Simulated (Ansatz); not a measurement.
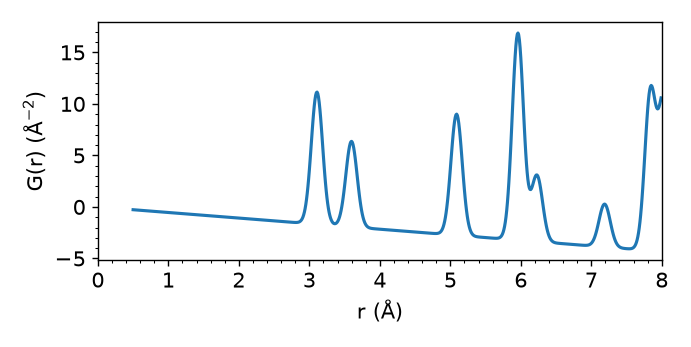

Simulated X-ray pair distribution function, G(r) = R(r)/r − 4πρ₀r, summed over the atomic distances of the structure with each pair weighted by the product of the atomic numbers (X-ray weights at Q = 0); every distance is a Gaussian of σ = 0.08 Å. No termination ripples are included.

Candidate polymorphs:

A. 
```
Zr
1.0
     3.18744    0.00000    0.00000
    -1.59372    2.76040    0.00000
     0.00000    0.00000    5.10748
Zr
2
Direct
  0.33333 0.66667 0.75000
  0.66667 0.33333 0.25000
```

B. 
Space group Im-3m (No. 229). a = 3.596 Å, b = 3.596 Å, c = 3.596 Å, α = 90.00°, β = 90.00°, γ = 90.00°
```csv
atom,site,symmetry,x,y,z
Zr,2a,m-3m,0.0000,0.0000,0.0000
```

Origins: A, the input geometry of an electronic-structure calculation (not necessarily at equilibrium); B, the input geometry of an electronic-structure calculation (not necessarily at equilibrium); the starting structure was generated, so it need not be a known form of this composition.

### From which structure was the curve computed?

Candidate B, Zr, Im-3m (first clear peaks at 3.11 Å (Zr–Zr) and 3.60 Å (Zr–Zr)). A would give first clear peaks at 3.17 Å (Zr–Zr) and 4.48 Å (Zr–Zr).
